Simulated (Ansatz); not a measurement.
Input structure:

```cif
data_structure
_symmetry_space_group_name_H-M 'P m -3 n'
_symmetry_Int_Tables_number 223
_cell_length_a 3.8986
_cell_length_b 3.8986
_cell_length_c 3.8986
_cell_angle_alpha 90.000
_cell_angle_beta 90.000
_cell_angle_gamma 90.000
_cell_volume 59.25
loop_
_atom_site_label
_atom_site_type_symbol
_atom_site_symmetry_multiplicity
_atom_site_Wyckoff_symbol
_atom_site_fract_x
_atom_site_fract_y
_atom_site_fract_z
_atom_site_occupancy
C1 C 2 a 0.50000 0.50000 0.50000 1
C2 C 6 c 0.25000 0.00000 0.50000 1
```

Question: Describe what this structure looks like.

Answer: The element is carbon. The lattice is primitive cubic and the space group Pm-3n (No. 223). Type of structure: β-tungsten (A15) type. The cell holds eight atoms. C takes two kinds of site: 2a with twelve C at 2.18 Å; 6c with six C at 1.95 to 2.18 Å. The bonds build a three-dimensional framework.

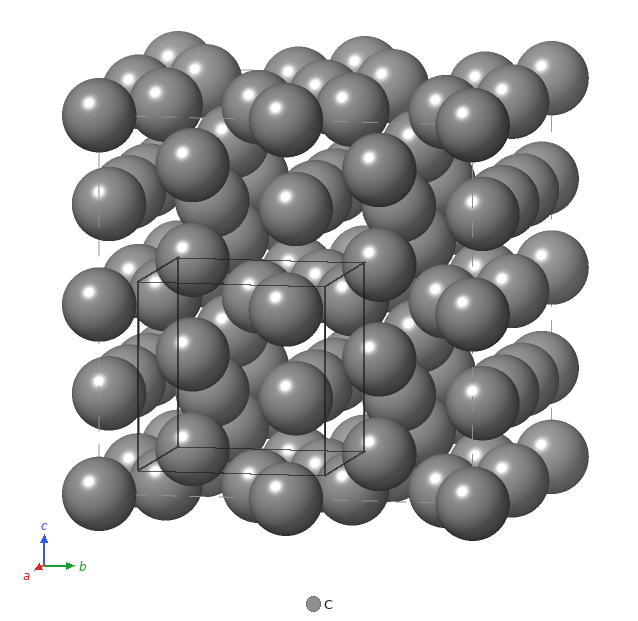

Drawn in the space-filling manner and seen slightly off an axis. The solid box is one conventional unit cell, and 2×2×2 cells are shown. Colours: carbon grey.

The model was built from a textbook structure type filled with this element (whether it is the usual form wasn't checked). Relaxation method: Ansatz 0.2.0, DFT r2SCAN, scalar-relativistic, plane waves, PAW.
